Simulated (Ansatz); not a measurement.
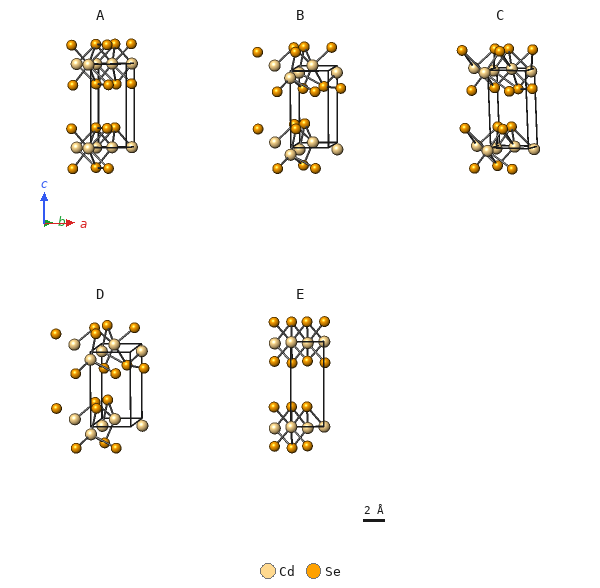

5 geometries from one relaxation of solid CdSe$_{2}$ (built on the MoS2-187 type type), in shuffled order. Style: ball-and-stick. Shown: the cell of the calculation, reduced to other axes, along the b axis. Lengths and directions refer to the drawn axes.

Case: shaken.

All numbers below come from Ansatz 0.2.0, DFT, PBEsol, plane waves, PAW. Settings: plane-wave cutoff 420 eV; k-point mesh 6 × 6 × 2; occupations fermi dirac; smearing width 0.05 eV; no spin polarisation; cell and atoms relaxed; force threshold 0.01 eV/Å; at most 120 steps.

Order the frames from highest to lowest energy.

Answer. E, A, C, B, D. They are steps 0, 5, 13, 23, 44, at +1.896 eV per cell of the calculation, +1.158 eV per cell of the calculation, +0.450 eV per cell of the calculation, +0.223 eV per cell of the calculation relative to the last. The largest move relative to the cell is that of a Se atom, 1.23 Å roughly along −a. By element the largest moves are Se 1.23 Å, Cd 0.74 Å. The volume changes by −2.1 %, with a 3.259 → 4.009 Å (+23.0 %), b 5.710 → 5.765 Å (+1.0 %), c 8.395 → 7.487 Å (−10.8 %), α 89.4° → 71.8°, β 89.3° → 88.6°, γ 89.3° → 69.1°. Some distances before and after: Cd–Se 2.764 → 4.372 Å, Se–Se 3.347 → 4.892 Å, Cd–Se 4.216 → 3.075 Å, Cd–Se 2.725 → 3.761 Å. New bonds form: Cd–Se (4.22 → 3.08 Å), Se–Se (3.21 → 2.40 Å). Bonds break: Cd–Se (2.73 → 3.76 Å), Cd–Se (2.76 → 4.37 Å), Cd–Se (2.79 → 3.77 Å). Bond angles that change, for instance: Se–Cd–Se 76.3° → 128.3°, Se–Cd–Se 135.9° → 99.7°, Se–Cd–Se 139.6° → 107.5°. The space group stays P1 (No. 1). After 38 accepted moves (44 points after the start) the energy has fallen by 1.896 eV per cell of the calculation. The largest force component goes from 0.73 to 0.0042 eV/Å. The pressure goes from 2.61 to 0.01 GPa. The line search rejected the trial steps at points 17, 27, 28, 38 of the run. At 2 points the geometry stayed and the basis and grid were re-selected for the new cell (energy shift of 0.102 eV per cell of the calculation at most each time).

Limits of the set-up: the k-point mesh is coarse for a cell with partly filled bands; layers or molecules are held without a dispersion correction, so their spacing is unreliable.
